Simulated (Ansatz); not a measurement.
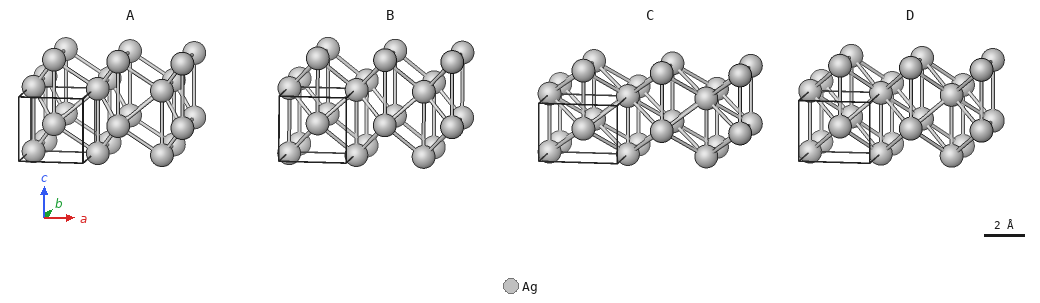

4 geometries from one relaxation of solid Ag (set up in P-1), in shuffled order. A ball-and-stick model of the cell of the calculation, repeated 3 × 2 × 2 with one cell outlined, seen slightly off an axis.

Case: all atoms moved at random, sigma 0.4 Å for each component; relaxed back.

Theory: DFT r2SCAN, scalar-relativistic, plane waves, PAW in Ansatz. Settings: plane-wave cutoff 500 eV; k-point mesh 10 × 10 × 10; occupations gaussian; smearing width 0.15 eV; no spin polarisation; cell and atoms relaxed; force threshold 0.01 eV/Å; at most 80 steps.

### Order the frames from highest to lowest energy.

A, B, D, C. They are steps 0, 2, 5, 11, at +4364 meV per atom, +606 meV per atom, +18.8 meV per atom relative to the last. The largest moves relative to the cell, 0.67 Å, are those of Ag atoms. The volume changes by −0.9 %, with a 3.269 → 3.991 Å (+22.1 %), b = c 3.269 → 2.945 Å (−9.9 %). Among the contacts that change: Ag–Ag 4.070 → 2.884 Å, Ag–Ag 3.931 → 2.885 Å, Ag–Ag 1.862 → 2.884 Å, Ag–Ag 2.140 → 2.885 Å. New bonds form, among them: Ag–Ag (3.62 → 2.88 Å), Ag–Ag (3.93 → 2.88 Å), Ag–Ag (4.07 → 2.88 Å). The space group (tolerance 0.01 Å) goes from P-1 (No. 2) to I4/mmm (No. 139). Over 9 accepted moves (11 points after the start) the energy falls by 4364 meV per atom. The largest force component goes from 21 to 0.00021 eV/Å. Pressure: 112.72 GPa at the start and 0.02 GPa at the end. The SCF was repeated twice at an unchanged geometry on a basis and grid sized afresh for the cell, which shifted the energy by 1.9 meV per atom at most. The run took 5 min on 2 threads of Arm Neoverse V1, with other jobs on the host, peak memory 0.73 GiB.
